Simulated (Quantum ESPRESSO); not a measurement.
# Energy of SnO along an even scaling of the cell

System: SnO (P4/nmm, 4 atoms in the cell).
Method: Kohn-Sham DFT of a periodic cell, PBE, SSSP 1.3 efficiency PBE, no spin polarisation (Quantum ESPRESSO 7.5).

The 7 runs differ only in the geometry, by an even scaling of the cell at fixed fractional positions. The structure derives from a Materials Project entry.

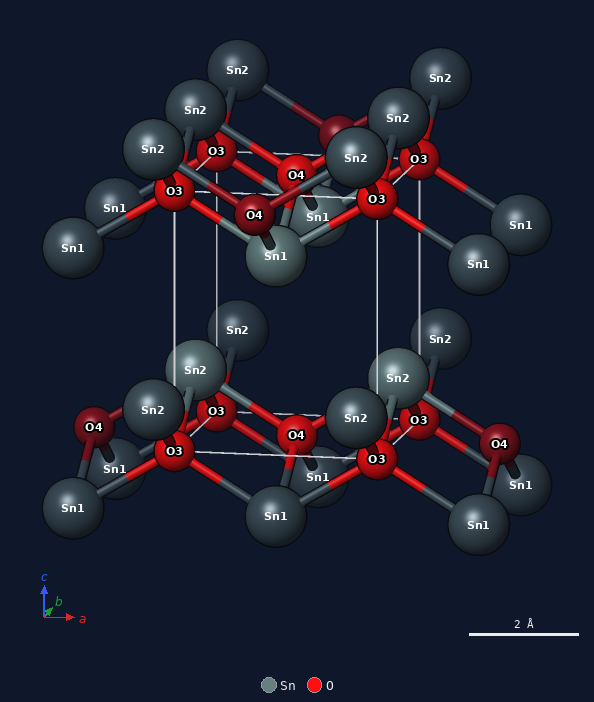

Figure 1. The structure of run 4 (ball-and-stick view of the cell of the calculation, seen slightly off an axis; neighbours outside the cell are drawn fainter; atoms are numbered from 1 in the order of the input).

### The input of run 4
```
&CONTROL
  calculation = 'scf'
  prefix = 'pwscf'
  outdir = './tmp'
  pseudo_dir = './pseudo'
  tprnfor = .true.
  tstress = .true.
  disk_io = 'low'
/
&SYSTEM
  ibrav = 0
  nat = 4
  ntyp = 2
  ecutwfc = 60
  ecutrho = 480
  nbnd = 28
  occupations = 'smearing'
  smearing = 'fd'
  degauss = 0.00367493
/
&ELECTRONS
  conv_thr = 8d-10
  electron_maxstep = 120
  mixing_beta = 0.5
/
ATOMIC_SPECIES
Sn   118.7100 Sn_pbe_v1.uspp.F.UPF
O     15.9990 O.pbe-n-kjpaw_psl.0.1.UPF
CELL_PARAMETERS angstrom
   3.8136952200    0.0000000000    0.0000000000
   0.0000000000    3.8136952200    0.0000000000
   0.0000000000    0.0000000000    4.8869133000
ATOMIC_POSITIONS crystal
Sn     0.5000000000    0.0000000000    0.7646261400
Sn     0.0000000000    0.5000000000    0.2353738600
O      0.0000000000    0.0000000000    0.0000000000
O      0.5000000000    0.5000000000    0.0000000000
K_POINTS automatic
7 7 6 0 0 0
```

### File pp_density.in of run 4
```
&INPUTPP
  prefix = 'pwscf'
  outdir = './tmp'
  filplot = 'density.dat'
  plot_num = 0
/
&PLOT
  nfile = 1
  filepp(1) = 'density.dat'
  iflag = 3
  output_format = 6
  fileout = 'density.cube'
/
```

### File pp_potential.in of run 4
```
&INPUTPP
  prefix = 'pwscf'
  outdir = './tmp'
  filplot = 'potential.dat'
  plot_num = 11
/
&PLOT
  nfile = 1
  filepp(1) = 'potential.dat'
  iflag = 3
  output_format = 6
  fileout = 'potential.cube'
/
```

Command:
```bash
OMP_NUM_THREADS=1 pw.x -in pw.in > pw.out
OMP_NUM_THREADS=1 pp.x -in pp_density.in > pp_density.out
OMP_NUM_THREADS=1 pp.x -in pp_potential.in > pp_potential.out
```

Lattice vectors (Å) and fractional positions of run 4:
```
   3.813695    0.000000    0.000000
   0.000000    3.813695    0.000000
   0.000000    0.000000    4.886913
Sn  0.500000  0.000000  0.764626
Sn  0.000000  0.500000  0.235374
O   0.000000  0.000000  0.000000
O   0.500000  0.500000  0.000000
```

Run 2 has the same physical settings and fractional positions; its lattice vectors (Å) are:
```
   3.762152    0.000000    0.000000
   0.000000    3.762152    0.000000
   0.000000    0.000000    4.820866
```

### Results, with one run withheld

| run | volume per atom (Å³) | free energy per atom, from the lowest run given (meV) | pressure (GPa) | gap on the mesh (eV) |
| --- | --- | --- | --- | --- |
| 1 | 16.703 | 57.07 | 10.79 | 0.15 |
| 2 | 17.058 | ? | ? | ? |
| 3 | 17.414 | 19.75 | 5.82 | 0.31 |
| 4 | 17.769 | 8.83 | 3.70 | 0.38 |
| 5 | 18.125 | 2.39 | 1.78 | 0.45 |
| 6 | 18.480 | 0.00 | 0.06 | 0.52 |
| 7 | 18.835 | 1.24 | −1.49 | 0.58 |

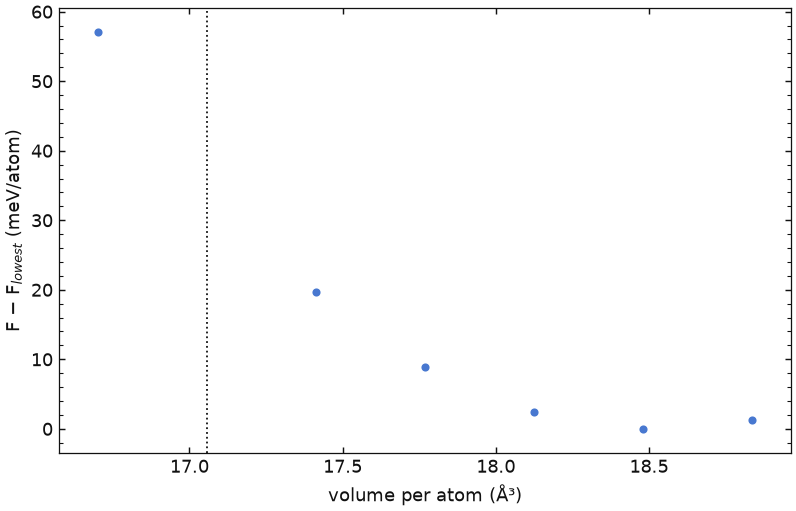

Figure 2. Free energy per atom of the runs given; the dotted line marks run 2.

Fit the runs given and predict run 2.

A cubic polynomial in V^(−2/3) (the Birch–Murnaghan form), fitted to the 6 runs given, misses them by at most 0.01 meV per atom. With x = V^(−2/3) − 0.14633 Å⁻², it reads F = 6.6772 + 3819.8 x + 5.455e+05 x² + 6.8457e+05 x³ (meV per atom). At run 2 it gives 35.67 meV per atom, and the run itself gives 35.65. The slope of the fit gives a pressure −dF/dV of 8.37 GPa there, and the run prints 8.18 GPa. The two needn't agree exactly: the fit is approximate, and the printed stress is taken on a finite basis. The fit has its minimum at 18.530 Å³ per atom, where V d²F/dV² gives 84.4 GPa. Cell shape and fractional positions are held, so this is the stiffness under even scaling; the relaxed bulk modulus wasn't computed and can be far lower in a crystal of layers, chains or molecules like this one. The gap on the mesh goes, without turning, from 0.15 eV in run 1 to 0.58 eV in run 7; run 2 has 0.23 eV. These are gaps of this functional on this mesh, which can miss the band edges; they aren't the measured gap.

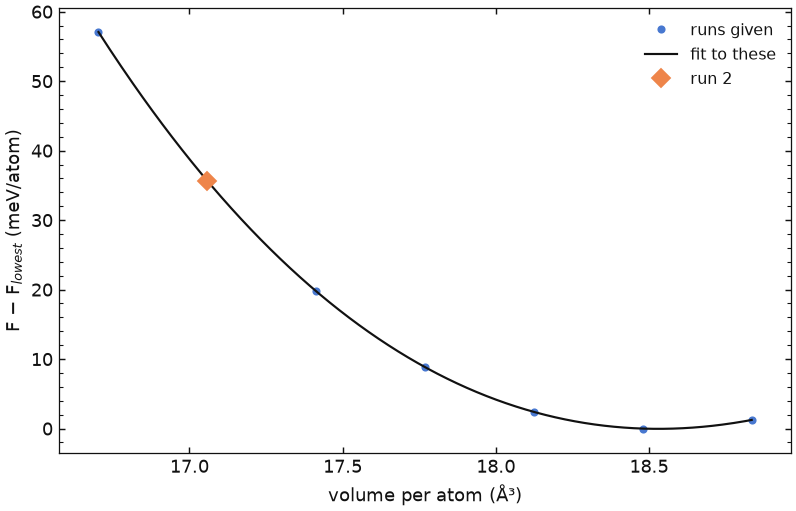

Figure 3. The fit and the withheld run.

### Some lines of the output (run 2)
```
[...]
     total energy              =    -409.54529588 Ry
     total energy              =    -409.82763667 Ry
     total energy              =    -409.87792335 Ry
     total energy              =    -409.88827580 Ry
     total energy              =    -409.88843696 Ry
     total energy              =    -409.88845699 Ry
     total energy              =    -409.88845791 Ry
     total energy              =    -409.88845793 Ry
     total energy              =    -409.88845795 Ry
     the Fermi energy is    10.6794 ev
!    total energy              =    -409.88845795 Ry
     The total energy is F=E-TS. E is the sum of the following terms:
     Computing stress (Cartesian axis) and pressure
          total   stress  (Ry/bohr**3)                   (kbar)     P=       81.78
```
